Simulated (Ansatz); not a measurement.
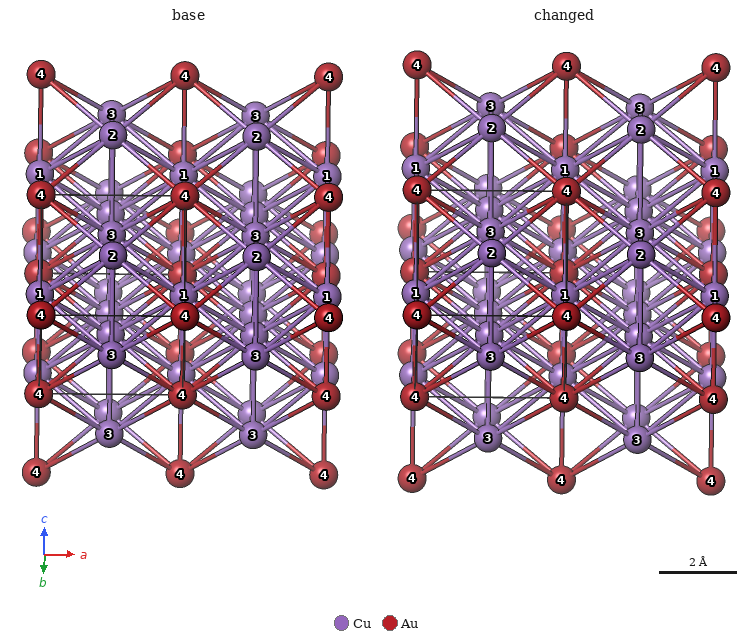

Left: a symmetric starting cell of Cu$_{3}$Au. Right: the same structure after one change, at the same scale. The picture is a ball-and-stick view of the cell of the calculation, repeated 2 × 2 × 2 with one cell outlined, seen from a free direction.

These are results of Ansatz, DFT PBE, scalar-relativistic, plane waves, PAW, not measurements. Settings: plane-wave cutoff 420 eV; k-point mesh 12 × 12 × 12; occupations gaussian; smearing width 0.1 eV; no spin polarisation.

### Which change leads from the left to the right?

All lengths are scaled by +3.9 % (volume +12.2 %), the atoms keeping their fractional coordinates. No relaxation follows. The starting cell wasn't computed here and needn't be at equilibrium, so pressure and forces aren't due to the change alone.

### And its effect?

Some distances before and after: Au–Cu 2.645 → 2.748 Å, Cu–Cu 2.645 → 2.748 Å. The space group stays Pm-3m (No. 221). The pressure is −9.5 GPa (not all of it need come from the change, since the unchanged cell can be under pressure at this level too). All forces vanish by symmetry.
